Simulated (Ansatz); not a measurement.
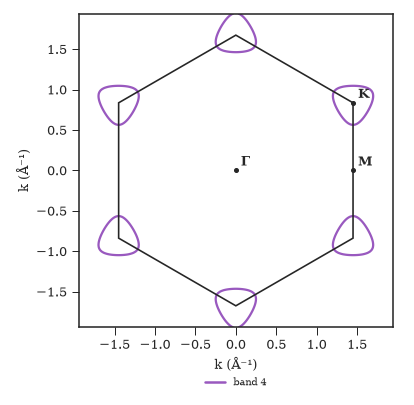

Constant-energy contours of a single layer of BN (space group of the slab cell P-6m2), 0.30 eV below the valence-band maximum (one colour a band).

All numbers here come from DFT PBE, scalar-relativistic, plane waves, PAW; levels and slopes on a dense k mesh at the converged density in Ansatz 0.2.0. No spin polarisation. k mesh for the levels: 72×72×1. Cell and positions as given, without relaxation. The cell comes from a database of computed structures, not from a measurement.

Masses come from a second pass at points close to the extrema; at the energies drawn a band may no longer be parabolic.

Describe the band extrema that these surfaces surround.

Answer. Band 4 forms the valence edge. Within this energy: two equivalent maxima at K, mass 0.64 mₑ in all directions.

And the gap?

Answer. The gap is indirect, 4.65 eV at this level of theory, which underestimates gaps and can reorder valleys that lie close. It is nearly direct: the smallest vertical gap, at K, is only 4.70 eV, so the kind of gap isn't settled at this level. Another valley lies within 0.05 eV of an edge, so the kind of gap can change with the cell or the functional.

The run (self-consistency and the dense mesh) took 29 s on 1 thread of Intel(R) Xeon(R) Platinum 8259CL CPU @ 2.50GHz (Skylake/Cascade Lake) (shared host), peak memory 0.48 GiB.
